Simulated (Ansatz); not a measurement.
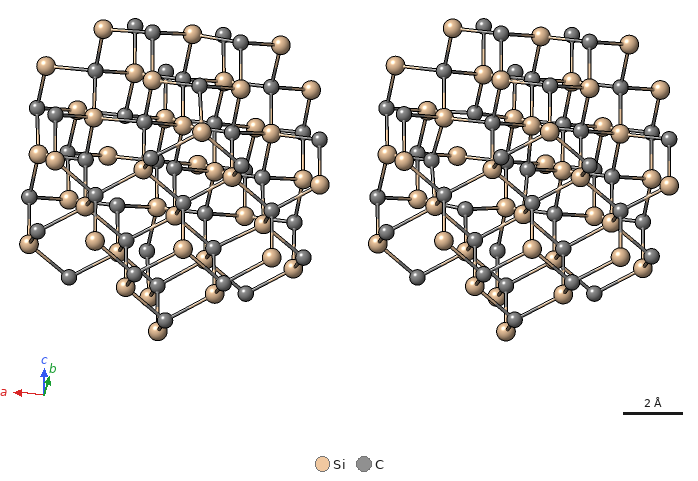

Two geometries of a defect cell of composition Si127C128 (cell charge −2), drawn at one scale. One is the start of a relaxation, the other its converged end. The picture is a ball-and-stick view of the atoms within 5.8 Å of the atom that moves most (axes of the cell of the calculation (origin shifted)), seen from a free direction.

Level of theory: DFT, PBEsol, PAW, plane waves in Ansatz 0.2.0. (plane-wave cutoff 420 eV; k-point mesh 1 × 1 × 1; mesh shifted by (0.25, 0.25, 0.25); collinear spin; atoms relaxed in a fixed cell; force threshold 0.03 eV/Å; at most 80 steps)

Which geometry has the lower energy?

Answer. The right one is the relaxed one. After 5 geometry steps the energy has fallen by 4.820 eV per cell of the calculation. The largest force component goes from 2.1 to 0.021 eV/Å. A C atom moves most: 0.18 Å along [−3 2 −1]. Largest moves by element: C 0.18 Å, Si 0.08 Å. The cell doesn't change. Among the contacts that change: C–Si 1.934 → 1.815 Å, C–Si 1.908 → 1.798 Å, C–Si 1.969 → 1.876 Å, C–Si 1.905 → 1.816 Å. Among the angles between lasting bonds that change: Si–C–Si 107.1° → 114.6°, C–Si–C 106.8° → 113.4°, C–Si–C 109.0° → 115.2°.

Limits of the set-up: the cell is charged, on a uniform background, and energies carry no finite-size correction.
